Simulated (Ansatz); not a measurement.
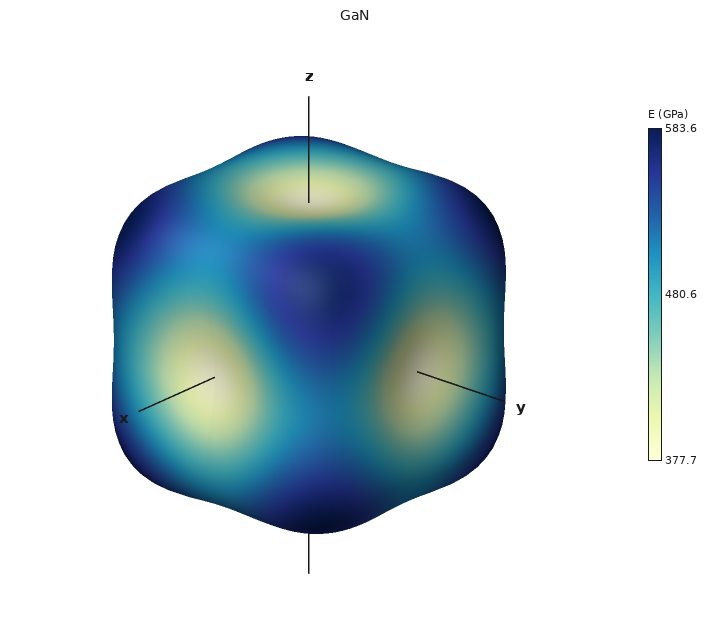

The picture above shows the Young's modulus as a surface whose radius and colour give its value in each direction for GaN, space group Fm-3m (No. 225) (cell built by us, not taken from a database).

The given structure:
```xyz
2
Lattice="0.0000 2.0535 2.0535 2.0535 0.0000 2.0535 2.0535 2.0535 0.0000" Properties=species:S:1:pos:R:3 pbc="T T T"
Ga    0.0000    0.0000    0.0000
N     2.0535    2.0535    2.0535
```

Calculation (Ansatz 0.2.0): elastic stress-strain coefficients at zero temperature from small strains of the given cell, Voigt order xx yy zz yz xz xy, Cartesian axes of the cell vectors; plane waves with PAW datasets, Γ-centred k mesh. Level: LDA, no spin polarisation.

```
         setting     value
     wave cutoff    420 eV
          k mesh  12×12×12
     occupations     fixed
            ions   relaxed
strain amplitude     0.002
```

How anisotropic is Young's modulus?

Over all directions E runs from 378 to 584 GPa, a ratio of 1.55.

What is E along the Cartesian axes and along their diagonal?

E is 378 GPa along x, y and z alike, and 584 GPa along the body diagonal x + y + z.

Limits of the calculation: gap may have closed between mesh points.
